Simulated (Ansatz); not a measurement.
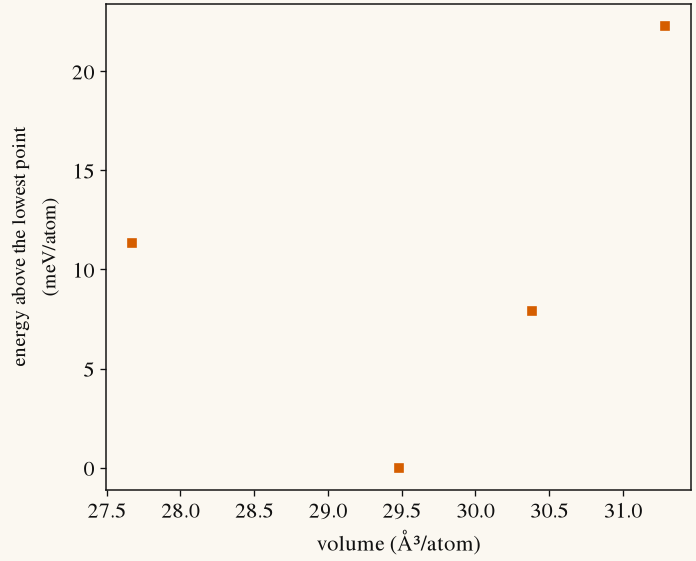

The figure shows the energy above the lowest point against volume for GaSb, space group F-43m (No. 216) (one of a set of cubic test structures, which need not be the stable phase).

Calculation (Ansatz 0.2.0 development build): equation of state of a cubic crystal from periodic Kohn-Sham density functional theory without spin, third-order Birch-Murnaghan fit to the free energies; pressure corrected for the finite basis. Level: HSE06.

- structure type: zinc blende
- atoms in cell: 2
- space group number: 216
- lattice centring: face-centred primitive
- k mesh: 4×4×4
- occupation method: Fermi–Dirac
- occupation width: 0.1 eV
- wave cutoff: 1020 eV
- datasets: hand-made PAW
- density tolerance: 0 eV
- bands: 26
- density cutoff ratio: 5
- search for lower states: default
- exchange singularity: regularized

The point at volume 28.58 Å³/atom is left out of the plot. What does the calculation give there?

```
volume (Å³/atom)  energy above the lowest point (meV/atom)
           28.58                                       0.5
```

Keep in mind: coarse k-mesh, values are not converged in k.
